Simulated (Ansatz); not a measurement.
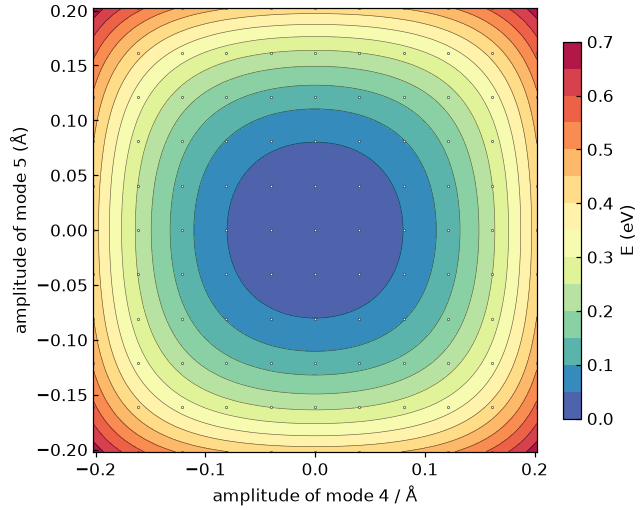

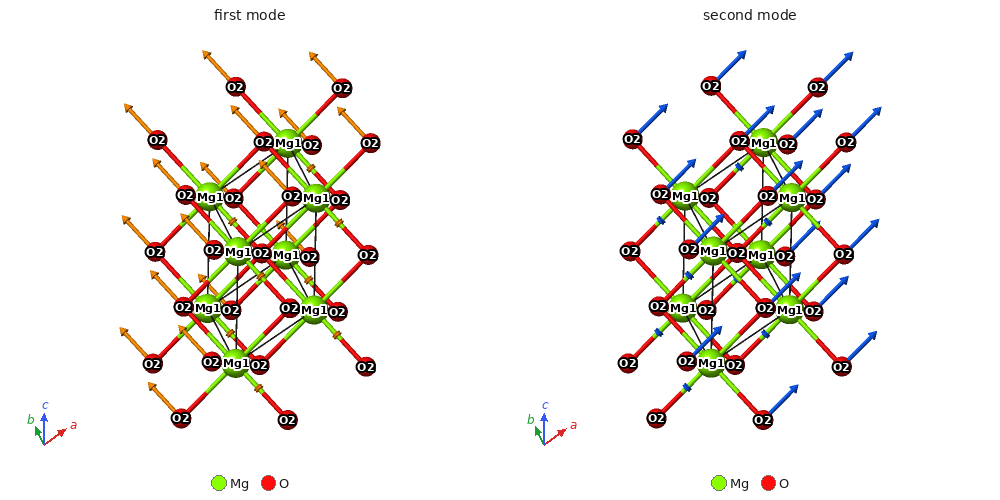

Energy landscape of MgO (Fm-3m, No. 225; 2 atoms in the cell). 
- The energy is mapped over two normal modes frozen in (zone-centre modes of the 2-atom cell of this scan).
- Coordinates scanned: (1) amplitude of mode 4 (388 cm⁻¹), largest displacement; (2) amplitude of mode 5 (388 cm⁻¹), largest displacement.
- Nothing is relaxed (the cell and all other modes fixed).
- The grid has 11 × 11 points; 21 points were computed and 100 follow by symmetry.
- Points are written as (first, second).
- All energies are given in eV per cell relative to the lowest grid point.
- All numbers below come from DFT PBEsol, scalar-relativistic, plane waves, PAW in Ansatz. Settings: cutoff 520 eV, k-mesh 10×10×10, gaussian smearing 0.05 eV, no spin polarisation.

Drawn: filled contours, dots at the grid points. Between grid points the surface is interpolated. The second picture is the structure at the lowest point

Question: Where are the wells?

Answer: The lowest grid point is at (0.000 Å, 0.000 Å). It is the only kind of minimum in the scanned range. The highest grid point, (−0.202 Å, −0.202 Å), lies 0.683 eV above the lowest. The gap on the k-mesh is 4.6 eV at the lowest point and runs from 4.5 to 4.6 eV over the map.

The input of one point:

```yaml
crystal:
  lattice:
    - [0.0, 2.1075959641, 2.1075959641]
    - [2.1075959641, 0.0, 2.1075959641]
    - [2.1075959641, 2.1075959641, 0.0]
  atoms:
    - { symbol: Mg, position: [0.0, 0.0, 0.0] }
    - { symbol: O, position: [0.5, 0.5, 0.5] }
basis:
  ecutwfc: 520.0
kpoints:
  mp_grid: { grid: [10, 10, 10] }
hamiltonian:
  xc: pbesol
  pseudopotentials: { kind: paw, azcp: { folder: soft_1 } }
scf:
  occupations: { method: gaussian, width: 0.05 }
output:
  forces: true
  stress: true
  eigenvalues: true
```

The whole map (21 points run) took 3.5 min on 1 thread of Arm Neoverse N1, on a shared host.
